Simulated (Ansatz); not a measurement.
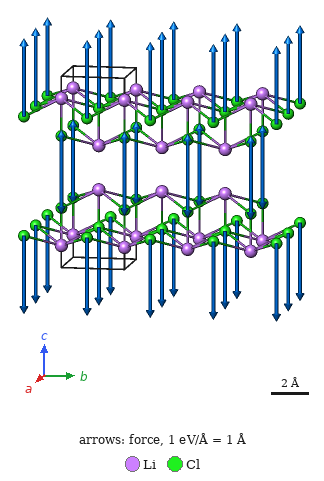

Starting geometry of a crystal of LiCl (built on the HgF-139 type type) with the computed forces as blue arrows. A ball-and-stick model of the conventional cell (2 times the calculation's cell), repeated 1 × 3 × 1 with one cell outlined, seen slightly off an axis. Lengths and directions refer to the drawn axes.

The calculation used Ansatz 0.2.0, DFT, PBEsol, plane waves, PAW. (plane-wave cutoff 420 eV; k-point mesh 8 × 8 × 8; occupations fermi dirac; smearing width 0.03 eV; no spin polarisation; cell and atoms relaxed; force threshold 0.01 eV/Å; at most 120 steps)

Q: What follows when this structure is relaxed?

A: It isn't relaxed: the largest force vector, on Cl atoms, is 4.36 eV/Å. The final displacements follow the starting forces only in part (cosine between the two patterns 0.56). Over 13 accepted moves (15 points after the start) the energy falls by 709 meV per atom. Largest force component: 4.4 eV/Å at the start, 0.00031 eV/Å at the end. Pressure: 10.28 GPa at the start and 0.01 GPa at the end. At 2 points the geometry stayed and the basis and grid were re-selected for the new cell (energy shift of 2.4 meV per atom at most each time). The largest moves relative to the cell, 0.91 Å, are those of Li atoms. Largest moves by element: Li 0.91 Å, Cl 0.44 Å. Cell: a = b 3.518 → 3.475 Å (−1.2 %), c 10.620 → 14.817 Å (+39.5 %). Volume +36.1 %. Near-neighbour distances that change, for instance: Li–Li 2.453 → 5.240 Å, Cl–Cl 2.813 → 3.661 Å, Cl–Li 2.085 → 2.441 Å, Cl–Li 2.604 → 2.472 Å. Among the angles between lasting bonds that change: Cl–Li–Cl 72.8° → 96.3°, Li–Cl–Li 107.2° → 83.7°, Cl–Li–Cl 145.5° → 167.3°. The space group stays I4/mmm (No. 139).
